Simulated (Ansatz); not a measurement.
```yaml
crystal:
  lattice:
    - [2.50715, 1.44750, 4.55777]
    - [-2.50715, 1.44750, 4.55777]
    - [0.00000, -2.89501, 4.55777]
  atoms:
    - { symbol: Fe, position: [0.35517, 0.35517, 0.35517] }
    - { symbol: Fe, position: [0.14483, 0.14483, 0.14483] }
    - { symbol: Fe, position: [0.64483, 0.64483, 0.64483] }
    - { symbol: Fe, position: [0.85517, 0.85517, 0.85517] }
    - { symbol: O, position: [0.55510, 0.94490, 0.25000] }
    - { symbol: O, position: [0.25000, 0.55510, 0.94490] }
    - { symbol: O, position: [0.94490, 0.25000, 0.55510] }
    - { symbol: O, position: [0.44490, 0.05510, 0.75000] }
    - { symbol: O, position: [0.75000, 0.44490, 0.05510] }
    - { symbol: O, position: [0.05510, 0.75000, 0.44490] }
```

Space group R-3c; not relaxed (largest force 0.3 eV/Å); computed pressure about 15 GPa in this cell; Hubbard U of 5.3 eV on Fe d only; with non-collinear spins.

Theory: DFT, PBE+U, PAW, plane waves, scalar-relativistic (Ansatz 0.2.0).

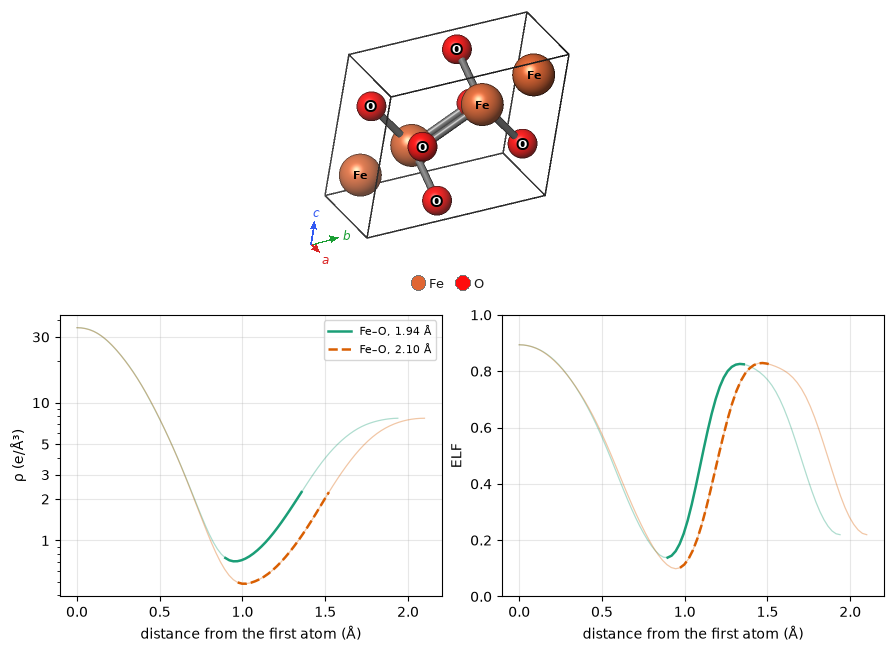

Fe2O3. Valence electron density and electron localisation function along straight lines between neighbouring atoms. Thin, pale parts lie inside the atomic spheres. The structure is drawn too.

The density is the valence pseudo-density of a PAW calculation; it isn't the true density close to the nuclei.

> Compare the contacts.

Fe–O (1.94 Å): ρ is about 0.71 e/Å³ halfway; the ELF peaks at about 0.85 in the valence shell of O, 0.6 Å from its nucleus, and is about 0.20 at the midpoint; no localised pair shows between them.
Fe–O (2.10 Å): the density is about 0.49 e/Å³ at the midpoint; the ELF peaks at about 0.85 in the valence shell of O, 0.6 Å from its nucleus, and is about 0.15 at the midpoint: no localised pair shows between them.
